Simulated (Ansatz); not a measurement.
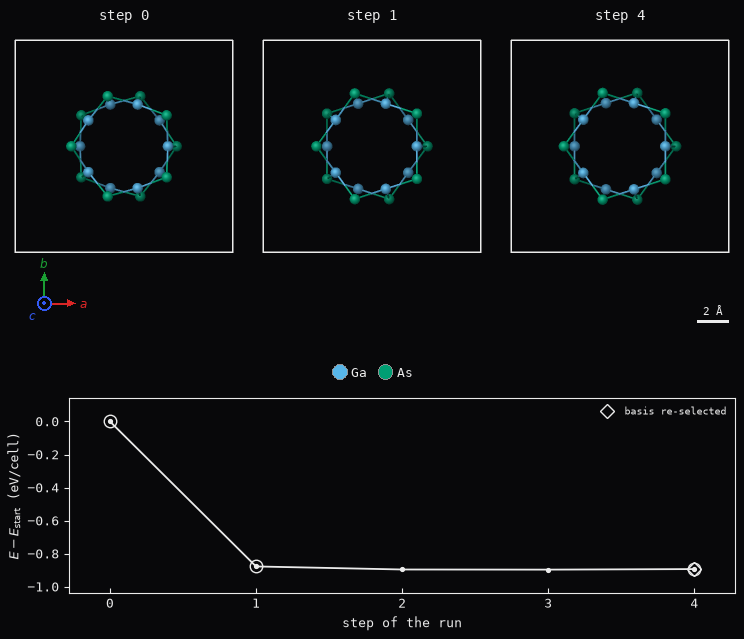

Frames of a relaxation of a wire of composition GaAs, marked on the history of the run. The picture is a ball-and-stick view of the cell of the calculation, with the vacuum cut short, seen along the c axis.

Case: (5,0) tube.

Computed with DFT PBE, scalar-relativistic, plane waves, PAW in Ansatz. Settings: plane-wave cutoff 420 eV; k-point mesh 1 × 1 × 7; occupations gaussian; smearing width 0.05 eV; no spin polarisation; cell relaxed at fixed a, b, alpha, beta, gamma; force threshold 0.02 eV/Å; at most 45 steps.

> Describe the path.

The largest moves relative to the centre of the atoms, 0.23 Å, are those of As atoms. Largest moves by element: As 0.23 Å, Ga 0.10 Å. Along the periodic axis the drawn cell goes c 7.004 → 6.748 Å (−3.7 %). Among the contacts that change: As–Ga 2.371 → 2.433 Å, As–Ga 2.405 → 2.432 Å. Among the angles between lasting bonds that change: As–Ga–As 120.8° → 128.9°, Ga–As–Ga 111.2° → 104.8°, As–Ga–As 119.2° → 114.3°. After 3 accepted moves (4 points after the start) the energy has fallen by 0.893 eV per cell of the calculation. The largest force component goes from 0.9 to 0.0048 eV/Å. The SCF was repeated once at an unchanged geometry on a basis and grid sized afresh for the cell, which shifted the energy by 3.3 meV per cell of the calculation at most. From step 0 to 1: As atoms move most (0.19 Å), energy −0.877 eV per cell of the calculation. From step 1 to 4: Ga and As atoms move most (0.04 Å), energy −15.9 meV per cell of the calculation.

| step | E − E(0), meV/atom | largest force component, eV/Å | note |
| --- | --- | --- | --- |
| 0 | 0.00 | 0.8975 |  |
| 1 | -43.87 | 0.0934 |  |
| 2 | -44.79 | 0.0192 |  |
| 3 | -44.83 | 0.0048 |  |
| 4 | -44.67 | 0.0048 | same geometry, new basis |
